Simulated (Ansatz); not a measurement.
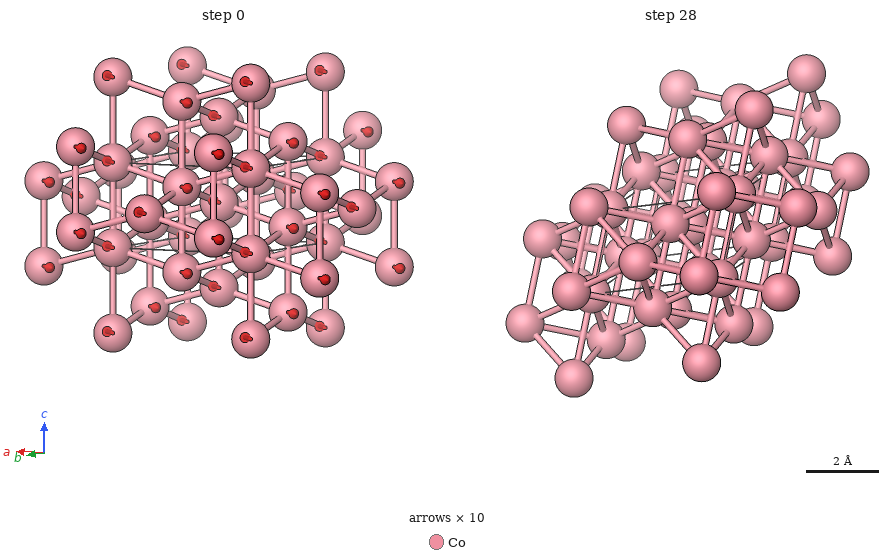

The structure of solid Co (a generated structure, set up in I4_1/amd) before (left) and after (right) a relaxation, at one scale. The red arrows give the displacements (the part carried along by the change of the cell is left out), 10 times their true length.

Style: ball-and-stick. Shown: the conventional cell (2 times the calculation's cell), from a free direction. Lengths and directions refer to the drawn axes.

Phase: beta-Sn type.

Computed with DFT, PBE, plane waves (420 eV) with PAW, scalar-relativistic (Ansatz).

Input file:
```yaml
crystal:
  lattice:
    - [-2.1999784191, 2.1999784191, 1.2011882168]
    - [2.1999784191, -2.1999784191, 1.2011882168]
    - [2.1999784191, 2.1999784191, -1.2011882168]
  atoms:
    - { symbol: Co, position: [0.0, 0.0, 0.0] }
    - { symbol: Co, position: [0.75, 0.25, 0.5] }
hamiltonian:
  xc: pbe
  pseudopotentials:
    kind: paw
    azcp:
      Co: "pseudopotentials/Co.paw.azcp"
basis:
  ecutwfc: 420
  fft_grid_basis: typed
kpoints:
  mp_grid: { grid: [15, 15, 10], shift: [0, 0, 0] }
magnetization:
  spin_polarized: false
scf:
  occupations: { method: fermi_dirac, width: 0.1 }
relax:
  max_steps: 60
  f_tol: 0.01
  cell: {}
output:
  write_density: true
  write_potential: true
  elf: true
  volumetric_format: npy
```

Launched with:
```bash
ansatz run input.yaml --threads 1 --pin off --max-ram 3584MiB --backend cpu --events-out ev --progress --plain --runs-dir out
```

**What changed between the two?**

Over 24 accepted moves (28 points after the start) the energy falls by 0.654 eV per cell of the calculation. Pressure: −4.64 GPa at the start and 0.01 GPa at the end. The line search rejected the trial step at point 17 of the run. At 3 points the geometry stayed and the basis and grid were re-selected for the new cell (energy shift of 77.1 meV per cell of the calculation at most each time). The largest moves relative to the cell, 0.083 Å, are those of Co1 and Co2. Co2 goes along [−1 1 0]. Cell: a = b 4.400 → 4.591 Å (+4.3 %), c 2.402 → 2.417 Å (+0.6 %), α 90.0° → 105.3°, β 90.0° → 105.3°, γ 90.0° → 107.4°. Volume −6.4 %. Some distances before and after: Co1–Co1 3.335 → 2.434 Å, Co1–Co2 2.844 → 2.403 Å, Co1–Co2 (another image) 2.280 → 2.403 Å, Co1–Co2 (another image) 2.280 → 2.355 Å. New bonds form: Co1–Co1 (3.34 → 2.43 Å), Co2–Co2 (3.34 → 2.43 Å). Among the angles between lasting bonds that change: Co2–Co1–Co2 94.0° → 62.2°, Co2–Co1–Co2 94.0° → 109.8°, Co1–Co1–Co2 105.3° → 90.0°. The space group (tolerance 0.01 Å) goes from I4_1/amd (No. 141) to Cmcm (No. 63). Cost: 14 min on 1 thread of Intel(R) Xeon(R) Platinum 8259CL CPU @ 2.50GHz (Skylake/Cascade Lake) (shared host), peak memory 0.74 GiB.
